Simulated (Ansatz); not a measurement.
# Al(111) with 4 layers of random Al-Li, 2x2: scattering by chemical disorder

How strongly does chemical disorder scatter in Al(111) with 4 layers of random Al-Li, 2x2?

Program: Ansatz 0.2.0. Level of theory: Ansatz plane-wave DFT, PBE, PAW files; ballistic transport by layer matching (Landauer), zero bias; PAW set soft_1. Results are calculated unless marked as measured.

## Step 1: The starting structure

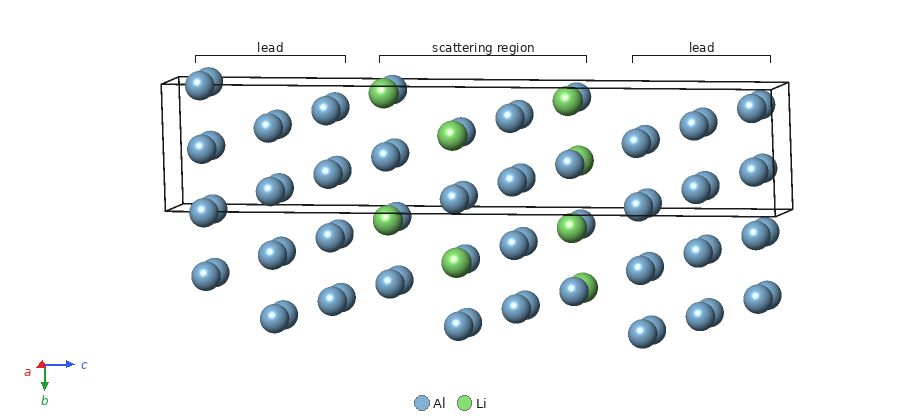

The starting structure, seen from the side, with the c axis across the page (aluminium light blue, lithium green). 1×2×1 cells are drawn.

The cell holds 40 atoms: 36 Al and 4 Li. Cell: a = 5.725 Å, b = 5.725 Å, c = 23.429 Å, α = 93.5°, β = 86.5°, γ = 120.0°. It derives from Al. Regions: lead, 24 atoms (24 Al); scattering region, 16 atoms (4 Li and 12 Al). The structure is stacked along c, and the current runs across the ab planes.

## Step 2: With 4 alloy layers

In 4 layers a share of 0.25 of the sites is given to Li at random. The layers about the cell's end stay perfect and serve as the lead. Disorder leaves little or no symmetry, which makes such runs dear. Energies from -0.05 to 0.05 eV in steps of 0.05 eV are too few for the program's thermal sum, so it prints no conductance; for a metal the transmission near the Fermi level serves, at a fraction of the cost.

Contents of input.yaml:

```yaml
crystal:
  lattice:
    - [5.7246940741, 0.0, 0.0]
    - [-2.862347037, 4.957730497, 0.0]
    - [1.4311735185, -0.8262884162, 23.3709656917]
  atoms:
    - { symbol: Al, position: [0.9916666667, 0.0083333333, 0.05] }
    - { symbol: Al, position: [0.9916666667, 0.5083333333, 0.05] }
    - { symbol: Al, position: [0.4916666667, 0.0083333333, 0.05] }
    - { symbol: Al, position: [0.4916666667, 0.5083333333, 0.05] }
    - { symbol: Al, position: [0.1416666667, 0.3583333333, 0.15] }
    - { symbol: Al, position: [0.1416666667, 0.8583333333, 0.15] }
    - { symbol: Al, position: [0.6416666667, 0.3583333333, 0.15] }
    - { symbol: Al, position: [0.6416666667, 0.8583333333, 0.15] }
    - { symbol: Al, position: [0.2916666667, 0.2083333333, 0.25] }
    - { symbol: Al, position: [0.2916666667, 0.7083333333, 0.25] }
    - { symbol: Al, position: [0.7916666667, 0.2083333333, 0.25] }
    - { symbol: Al, position: [0.7916666667, 0.7083333333, 0.25] }
    - { symbol: Li, position: [0.9416666667, 0.0583333333, 0.35] }
    - { symbol: Al, position: [0.9416666667, 0.5583333333, 0.35] }
    - { symbol: Al, position: [0.4416666667, 0.0583333333, 0.35] }
    - { symbol: Al, position: [0.4416666667, 0.5583333333, 0.35] }
    - { symbol: Al, position: [0.0916666667, 0.4083333333, 0.45] }
    - { symbol: Al, position: [0.0916666667, 0.9083333333, 0.45] }
    - { symbol: Li, position: [0.5916666667, 0.4083333333, 0.45] }
    - { symbol: Al, position: [0.5916666667, 0.9083333333, 0.45] }
    - { symbol: Al, position: [0.2416666667, 0.2583333333, 0.55] }
    - { symbol: Al, position: [0.2416666667, 0.7583333333, 0.55] }
    - { symbol: Al, position: [0.7416666667, 0.2583333333, 0.55] }
    - { symbol: Al, position: [0.7416666667, 0.7583333333, 0.55] }
    - { symbol: Li, position: [0.8916666667, 0.1083333333, 0.65] }
    - { symbol: Al, position: [0.8916666667, 0.6083333333, 0.65] }
    - { symbol: Al, position: [0.3916666667, 0.1083333333, 0.65] }
    - { symbol: Li, position: [0.3916666667, 0.6083333333, 0.65] }
    - { symbol: Al, position: [0.0416666667, 0.4583333333, 0.75] }
    - { symbol: Al, position: [0.0416666667, 0.9583333333, 0.75] }
    - { symbol: Al, position: [0.5416666667, 0.4583333333, 0.75] }
    - { symbol: Al, position: [0.5416666667, 0.9583333333, 0.75] }
    - { symbol: Al, position: [0.1916666667, 0.3083333333, 0.85] }
    - { symbol: Al, position: [0.1916666667, 0.8083333333, 0.85] }
    - { symbol: Al, position: [0.6916666667, 0.3083333333, 0.85] }
    - { symbol: Al, position: [0.6916666667, 0.8083333333, 0.85] }
    - { symbol: Al, position: [0.8416666667, 0.1583333333, 0.95] }
    - { symbol: Al, position: [0.8416666667, 0.6583333333, 0.95] }
    - { symbol: Al, position: [0.3416666667, 0.1583333333, 0.95] }
    - { symbol: Al, position: [0.3416666667, 0.6583333333, 0.95] }
kpoints:
  mp_grid: { grid: [5, 5, 1] }
hamiltonian:
  xc: pbe
  pseudopotentials: { kind: paw, azcp: { folder: soft_1 } }
scf:
  occupations: { method: fermi_dirac, width: 0.1 }
output:
  transmission:
    leads: [[0, 4]]
    kmesh: [10, 10]
    e_range: [-0.05, 0.05]
    de: 0.05
  write_potential: true
  write_density: true
  volumetric_format: npy
```

Run with:

```
> ansatz run input.yaml --threads 4 --pin off --max-ram 15360MiB --backend cpu --events-out ev --progress --plain --runs-dir out
```

Numbers of over 12 decimals in the logs are rounded to 6 here.

What it wrote:

```text
Engine: ansatz 0.2.0, aarch64-unknown-linux-gnu
Pseudopotentials: kind: paw
Pseudopotential: Al, paw, valence charge 3, recommended cutoff 420 eV (normal), soft_1/Al.paw.azcp
Pseudopotential: Li, paw, valence charge 3, recommended cutoff 420 eV (normal), soft_1/Li.paw.azcp
Functional definition: PBE
  parameter kappa = 0.804
  parameter beta = 0.066725
  exchange = pbe_x(kappa = kappa, mu = beta*pi^2/3)
  correlation = pbe_c(beta = beta)
Crystal: 40 atoms, lattice volume = 663.303 Å³
Basis set: ecut = 420 eV, 13043 PW (Γ)
Bands: 100, of which v1, the nominal top of the filled ones, is band 60 counted from 1 (59 counted from 0)
Symmetry: 2 space group operations
Space group: Cm (ITA 8), of the structure as read, at distance tolerance 8.7e-5 Å
k-points: 9 of 25 (time reversal used)
Non-local potential: Al, projectors of the file, l = 0: 2, l = 1: 2, l = 2: 1
Non-local potential: Li, projectors of the file, l = 0: 3, l = 1: 2, l = 2: 1
PAW form: soft (Blöchl's): semilocal exchange-correlation on the pseudo side does not see the compensation charge
PAW one-centre angular grid: Al, 110 points (default); XC on 64 Gauss nodes
PAW one-centre angular grid: Li, 110 points (default); XC on 96 Gauss nodes
Initial density: superposition of atomic densities (chi_scale 0.1, normalization cell, long waves 34 % of neutral atoms (reshape's long-wave potential 1.34 eV rms, cloud 2.49 Å wide))
Initial wavefunctions: pseudopotential atomic-orbital guess
Functional: x = pbe(κ = 0.804, μ = 0.219515), c = pbe(β = 0.066725)
SCF iter   1: F=—  HF=-20180.011530 eV  |F-HF|=—  |Δ(HF+E_count)|=         —  Δρ=3.17e-2  dr2=4.46e2  ethr=3.10e-3  ⟨swp⟩=7.8  Hψ=4861  notcnv=0  defer=36
preconditioner: auto → Kerker (q_TF=auto, 2.052 Å⁻¹)  [metal: Δε(μ)=0.023 eV  Ē_g=6.610 eV  σ=0.100 eV  W_gap=0.06  n_scr=86 (ndim 8)  ℏωp=15.3 eV  f_vac=0.000  D(μ)=15.62/eV (n_scr^D=86)]
SCF iter   2: F=—  HF=-20173.508774 eV  |F-HF|=—  |Δ(HF+E_count)|=    6.50e0  Δρ=1.86e-2  dr2=1.18e2  ethr=3.10e-3  ⟨swp⟩=3.0  Hψ=1273  notcnv=0  defer=90
SCF iter   3: F=—  HF=-20170.398208 eV  |F-HF|=—  |Δ(HF+E_count)|=    3.11e0  Δρ=3.54e-3  dr2=1.36e0  ethr=3.10e-3  ⟨swp⟩=4.1  Hψ=1954  notcnv=0  defer=84
SCF iter   4: F=—  HF=-20170.320704 eV  |F-HF|=—  |Δ(HF+E_count)|=   7.75e-2  Δρ=7.48e-4  dr2=7.49e-2  ethr=1.13e-3  ⟨swp⟩=1.8  Hψ=905  notcnv=0  defer=84
SCF iter   5: F=—  HF=-20170.318849 eV  |F-HF|=—  |Δ(HF+E_count)|=   1.85e-3  Δρ=1.72e-4  dr2=1.39e-3  ethr=6.24e-5  ⟨swp⟩=1.4  Hψ=875  notcnv=0  defer=82
SCF iter   6: F=—  HF=-20170.318777 eV  |F-HF|=—  |Δ(HF+E_count)|=   7.18e-5  Δρ=3.64e-5  dr2=3.26e-5  ethr=1.16e-6  ⟨swp⟩=1.8  Hψ=893  notcnv=0  defer=81
SCF iter   7: F=—  HF=-20170.318797 eV  |F-HF|=—  |Δ(HF+E_count)|=   1.98e-5  Δρ=6.55e-6  dr2=2.94e-6  ethr=2.71e-8  ⟨swp⟩=2.0  Hψ=1077  notcnv=0  defer=81
SCF iter   8: F=—  HF=-20170.318797 eV  |F-HF|=—  |Δ(HF+E_count)|=   1.27e-7  Δρ=1.31e-6  dr2=4.33e-7  ethr=2.45e-9  ⟨swp⟩=1.2  Hψ=821  notcnv=0  defer=81
SCF iter   9: F=-20170.318797 eV  HF=-20170.318797 eV  |F-HF|=3.20e-8  |Δ(HF+E_count)|=   8.92e-9  Δρ=3.65e-7  dr2=3.25e-8  ethr=8.33e-11  ⟨swp⟩=15.2  Hψ=4135  notcnv=0
SCF 1 converged in 9 iterations: F = -20170.318797 eV  dr2 = 3.25e-8
  greatest PAW one-centre occupation: 1.000 electrons in one spin orbital (limit 2), on the Li atom at site 27 (counted from 0), in its partial waves of l = 0
transmission: 96 of 899 steps passed
transmission: 183 of 899 steps passed
[...]
transmission: 899 of 899 steps passed
SCF converged after 9 iterations
Free energy (F): -20170.318797 eV
Harris-Foulkes:  -20170.318797 eV  (|F-HF|=3.20e-8)
Internal energy: -20169.815386 eV  (E = F + TS)
E sigma→0 (E₀):  -20170.067091 eV
Entropy (-TS):   -0.503411 eV (-12.585 meV/atom)
Fermi energy:    7.256269 eV
--- Per-component energies (eV) ---
  E_band       = 23.812184
  E_kinetic    = 864.895088
  E_local      = -161.594550  (includes V_loc(G=0)·N_el)
  E_nonlocal   = 283.311316
  E_hartree    = 160.851030
  E_xc         = -1386.360392
  E_vxc        = -1088.188874  (∫ρ·V_xc dr)
  E_paw        = -16995.207863  (= ΣΔE_a)
  E_vpaw       = -196.313539  (= ΣTr[D̂ρ^β])
  E_aug_tail   = 0.000951  (compensation charges beyond the density's cutoff)
  E_ewald      = -2935.710966
  E_smearing   = -0.503411  (= −TS)
  E_closure    = -0.000000  (closes the sum)
  Σ components = -20170.318797   (vs F -20170.318797, Δ=0.00e0)
--- Band table (eV; the first three rows and the last of 9) ---
  k-point 0: bands = [... 56 lower, 5.8803, 5.9125, 5.9528, 6.3263, 6.3504, 6.4337, 6.5852, 6.6859, ... 36 higher]
  k-point 1: bands = [... 56 lower, 6.1478, 6.2511, 6.3789, 6.5996, 6.6608, 6.8060, 6.8293, 7.1519, ... 36 higher]
  k-point 2: bands = [... 56 lower, 7.2015, 7.3145, 7.3950, 7.4440, 7.4954, 7.6405, 7.6777, 7.7495, ... 36 higher]
  k-point 8: bands = [... 56 lower, 7.2400, 7.3077, 7.3805, 7.4017, 7.4884, 7.6308, 7.6422, 7.6779, ... 36 higher]
--- Transmission ---
  basis      : 253 plane waves across, 29 finite elements along
  points     : 31, standing for a mesh of 10 x 10
  energies   : 3 from -0.050000 to 0.050000 eV about the Fermi level, 0.050000 eV apart; the leads are filled to 0.000000 eV, and channels, transmission and decay are at 0.000000 eV
  crystal 0  : Al4, at the sites [0, 4], period 2.3371 Å, over 14.02 Å; its Hamiltonian steps by up to 15.3 meV
    offset         : up to 0.0000 Å between an atom of the period and one for which it stands
    channels       : 5.530000e0 a spin
    conductance    : none, the energies end too early or step too widely for 300 K: set another output.transmission.e_range or a lower de, or, where they end at an eighth of basis.ecutwfc, a higher one
  junction   : crystal 0 to crystal 0, 0.70 to 21.73 Å
    transmission   : 3.206388e0 a spin
    conductance    : none, the energies end too early or step too widely for 300 K: set another output.transmission.e_range or a lower de, or, where they end at an eighth of basis.ecutwfc, a higher one
```

It took 3.4 min on 4 threads of Arm Neoverse V2, shared host; peak memory 1.6 GiB; 11 min of CPU time.

This step gave:

- free energy: -20170.3188 eV
- energy at zero smearing: -20170.0671 eV
- Fermi energy: 7.256 eV
- cell area: 28.38 Å²
- transmission per spin nearest the Fermi level: 3.206
- open channels per spin nearest the Fermi level: 5.53
- step of the lead's potential: 15.3 meV

Per spin. The transmission, zone mean by energy, zero at the Fermi level:

| energy (eV) | transmission, zone mean |
| --- | --- |
| -0.0500 | 3.08 |
| 0.0000 | 3.21 |
| 0.0500 | 3.26 |

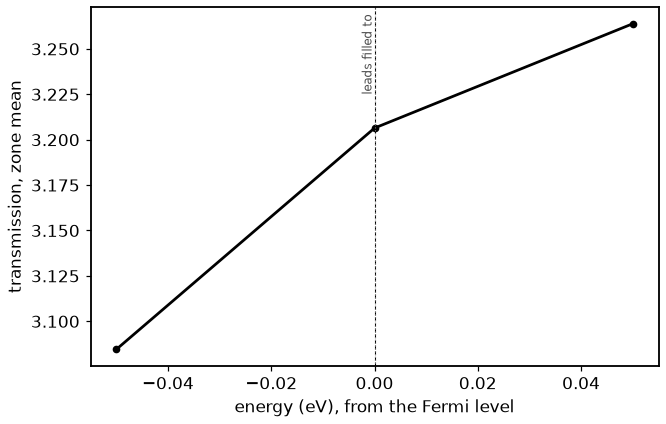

Transmission, zone mean against energy.

Per spin. The open channels, zone mean, lead by energy, zero at the Fermi level:

| energy (eV) | open channels, zone mean, lead |
| --- | --- |
| -0.0500 | 5.15 |
| 0.0000 | 5.53 |
| 0.0500 | 5.59 |

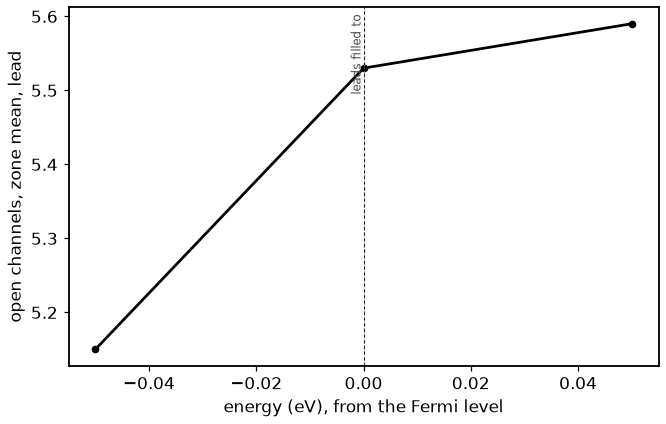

Open channels, zone mean, lead against energy.

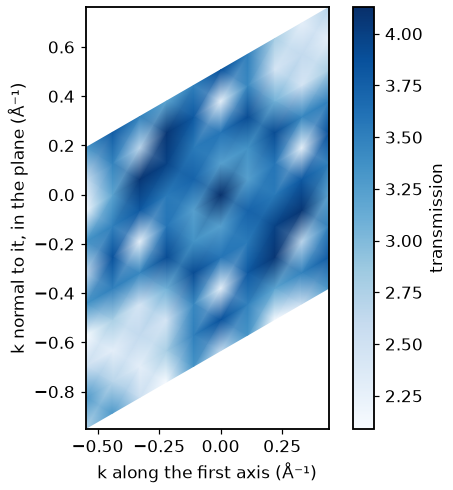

Transmission over k1 and k2. At 0.0000 eV from the Fermi level.

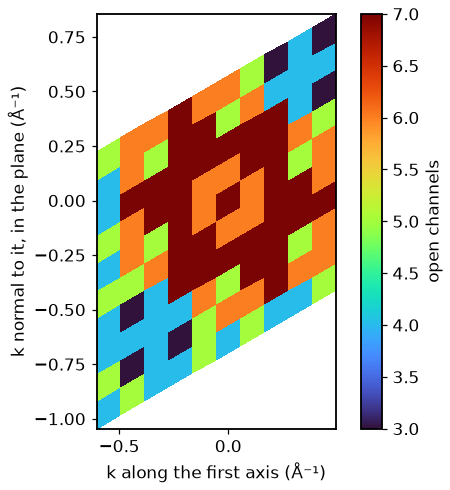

Open channels over k1 and k2. At 0.0000 eV from the Fermi level.

Over the solved energies the transmission per spin lies between 3.08 and 3.26, out of 5.42 channels of the lead on average (up to 5.59).

(Continued in part 2 of 2.)

[Logs are printed without paths, hosts, clocks, repeated set-up lines and the standing remarks that a program may print on its own settings, such as how far it seeks lower states.]

[Hosts, paths, dates, database ids (printed as entryN), source tags and the programs' standing remarks are cut or masked in the printed files.]
